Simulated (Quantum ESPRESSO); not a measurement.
## LiH (Fm-3m): the LO frequency by hand

Wanted: the LO mode of LiH (Fm-3m) from the TO mode and the field response.

Calculated with Quantum ESPRESSO 7.5; DFT LDA, scalar-relativistic, plane waves, PseudoDojo norm-conserving pseudopotentials.

The database entry behind the starting cell differs from later determinations by our own check (the deuteride, about 0.2 % short), so it need not match the best structure at ambient conditions.

### 1. Set-up

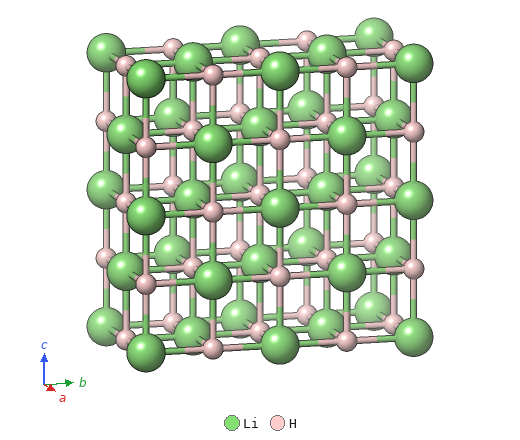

The starting structure, seen slightly off an axis (lithium green, hydrogen pink). 1×2×2 cells are drawn. This picture shows the conventional cell, with its axes. Some periodic images of atoms are drawn too.

Coordinates:

```xyz
2
Lattice="-1.9546 0.0000 1.9546 0.0000 1.9546 1.9546 -1.9546 1.9546 0.0000" Properties=species:S:1:pos:R:3 pbc="T T T"
Li    0.0000    0.0000    0.0000
H    -1.9546    1.9546    1.9546
```

This is the cell after its relaxation at this level of theory, not the database cell from which that began.

### 2. What the response run gave

A linear-response run on the relaxed cell, with the response to an electric field; only its zone-centre results are used. Cutoff 74 Ry, k mesh 12×12×12.

Log:

```text
[banners, grids, parts of the stress and lines that vanish by symmetry left out]
Program PHONON v.7.5
     Reading xml data from directory:

[...]
Exchange-correlation= PW
                           (   1   4   0   0   0   0   0)
[...]
kinetic-energy cut-off    =      74.0000  Ry
     charge density cut-off    =     296.0000  Ry
     convergence threshold     =      1.0E-18
[...]
Exchange-correlation= PW
                           (   1   4   0   0   0   0   0)
[...]
q = (   0.0000000   0.0000000   0.0000000 )
     49 Sym.Ops. (with q -> -q+G )
     G cutoff =  204.5958  (   8657 G-vectors)     FFT grid: ( 30, 30, 30)
     number of k points=    72
[...]
Mode symmetry, O_h (m-3m)  point group:
[...]
Dielectric constant
[...]
End of electric fields calculation
          Dielectric constant in cartesian axis
          (       5.009671489       0.000000000      -0.000000000 )
          (      -0.000000000       5.009671489      -0.000000000 )
          (      -0.000000000       0.000000000       5.009671489 )
          Effective charges (d Force / dE) in cartesian axis without acoustic sum rule applied (asr)
           atom    1  Li    Mean Z*:        1.02671
      Ex  (        1.02671       -0.00000       -0.00000 )
      Ey  (       -0.00000        1.02671        0.00000 )
      Ez  (       -0.00000        0.00000        1.02671 )
           atom    2  H     Mean Z*:       -1.02746
      Ex  (       -1.02746        0.00000        0.00000 )
      Ey  (        0.00000       -1.02746       -0.00000 )
      Ez  (        0.00000       -0.00000       -1.02746 )
          Effective charges Sum: Mean:       -0.00075
[...]
Effective charges (d Force / dE) in cartesian axis with asr applied:
           atom    1  Li    Mean Z*:        1.02709
[...]
atom    2  H     Mean Z*:       -1.02709
[...]
Representation #   1 modes #   1   2   3
[...]
End of self-consistent calculation
     Convergence has been achieved
     Representation #   2 modes #   4   5   6
[...]
End of self-consistent calculation
     Convergence has been achieved
[...]
Dielectric constant in cartesian axis
          (       5.009671489       0.000000000      -0.000000000 )
          (      -0.000000000       5.009671489      -0.000000000 )
          (      -0.000000000       0.000000000       5.009671489 )
          Effective charges (d Force / dE) in cartesian axis without acoustic sum rule applied (asr)
           atom    1  Li    Mean Z*:        1.02671
      Ex  (        1.02671       -0.00000       -0.00000 )
      Ey  (       -0.00000        1.02671        0.00000 )
      Ez  (       -0.00000        0.00000        1.02671 )
           atom    2  H     Mean Z*:       -1.02746
      Ex  (       -1.02746        0.00000        0.00000 )
      Ey  (        0.00000       -1.02746       -0.00000 )
      Ez  (        0.00000       -0.00000       -1.02746 )
          Effective charges Sum: Mean:       -0.00075
[...]
Effective charges (d Force / dE) in cartesian axis with asr applied:
           atom    1  Li    Mean Z*:        1.02709
[...]
atom    2  H     Mean Z*:       -1.02709
[...]
q = (    0.000000000   0.000000000   0.000000000 )
[...]
freq (    1) =       0.032737 [THz] =       1.091984 [cm-1]
     freq (    2) =       0.032737 [THz] =       1.091984 [cm-1]
     freq (    3) =       0.032737 [THz] =       1.091984 [cm-1]
     freq (    4) =      19.411655 [THz] =     647.503105 [cm-1]
     freq (    5) =      19.411655 [THz] =     647.503105 [cm-1]
     freq (    6) =      19.411655 [THz] =     647.503105 [cm-1]
[...]
Mode symmetry, O_h (m-3m)  point group:
     freq (   1-   3) =          1.1  [cm-1]   --> T_1u G_15  G_4- I
     freq (   4-   6) =        647.5  [cm-1]   --> T_1u G_15  G_4- I

   JOB DONE.
```

```tsv
quantity	value
cell volume Ω (Å³)	14.936
mass of Li (u)	6.940
mass of H (u)	1.008
Born charge of Li, raw (e)	1.027
Born charge of H, raw (e)	-1.028
ε∞	5.010
ω(TO) after the sum rule (cm⁻¹)	647.5
```

### 3. The calculation

The charges must sum to zero over the cell; taking off their mean, 0.000 e, leaves Z* = 1.027 e on Li. In the polar mode Li moves against H, so the reduced mass is μ = 6.94 × 1.01 / 7.95 = 0.880 u.

A longitudinal wave builds up a field that adds to the restoring force: ω(LO)² = ω(TO)² + 4π Z*² / (μ Ω ε∞), in Hartree atomic units. With μ = 1604 electron masses and Ω = 100.79 bohr³ the second term is 1.6363e-05 Ha², or 788203 cm⁻² (1 Ha = 219474.6 cm⁻¹).

So ω(LO) = √(419269 + 788203) = 1098.9 cm⁻¹, and by the Lyddane-Sachs-Teller relation ε₀ = ε∞ (ω(LO)/ω(TO))² = 14.43.

### 4. Check against the program

The analysis program adds the same non-analytic term to the full matrix, here for q along (1 0 0).

Log:

```text
[banner, memory and clock lines left out]
Program DYNMAT v.7.5

     Reading Dynamical Matrix from file g.dyn
     ...Force constants read
     ...epsilon and Z* read

     Polarizability (A^3 units)
     multiply by 0.427980 for Clausius-Mossotti correction
         4.765786   -0.000000   -0.000000
         0.000000    4.765786    0.000000
        -0.000000   -0.000000    4.765786

     IR activities are in (D/A)^2/amu units

# mode   [cm-1]    [THz]      IR
    1     -0.00   -0.0000    0.0000
    2      0.00    0.0000    0.0000
    3      0.00    0.0000    0.0000
    4    647.51   19.4118   27.6516
    5    647.51   19.4118   27.6516
    6   1098.84   32.9425   27.6516
```

ε₀ comes from the program's run without a direction of q.

```tsv
quantity	by hand	program
ω(LO) (cm⁻¹)	1098.9	1098.8
ε₀	14.43	14.43
```

### 5. What came out

- TO mode: 647.5 cm⁻¹
- LO mode: 1099 cm⁻¹
- static dielectric constant: 14.43

What this shows: The LO mode of LiH (Fm-3m) lies at 1099 cm⁻¹, 451 cm⁻¹ above the TO mode; the formula meets the program within 0.1 cm⁻¹, as it must for a cubic crystal with one polar mode. ω(LO)² − ω(TO)² goes with Z*²/ε∞: an error of 5 % in ε∞ would move the LO mode by 17.2 cm⁻¹, and semilocal functionals tend to overestimate ε∞. These are harmonic values at zero temperature, at the volume of this functional, for the structure held cubic; stability elsewhere in the zone is no part of this calculation.

[Host names and launcher messages were left out of these logs when they were recorded.]

[Logs are printed without paths, hosts, clocks, repeated set-up lines and the standing remarks that a program may print on its own settings, such as how far it seeks lower states.]

[Hosts, paths, dates, database ids (printed as entryN), source tags and the programs' standing remarks are cut or masked in the printed files.]
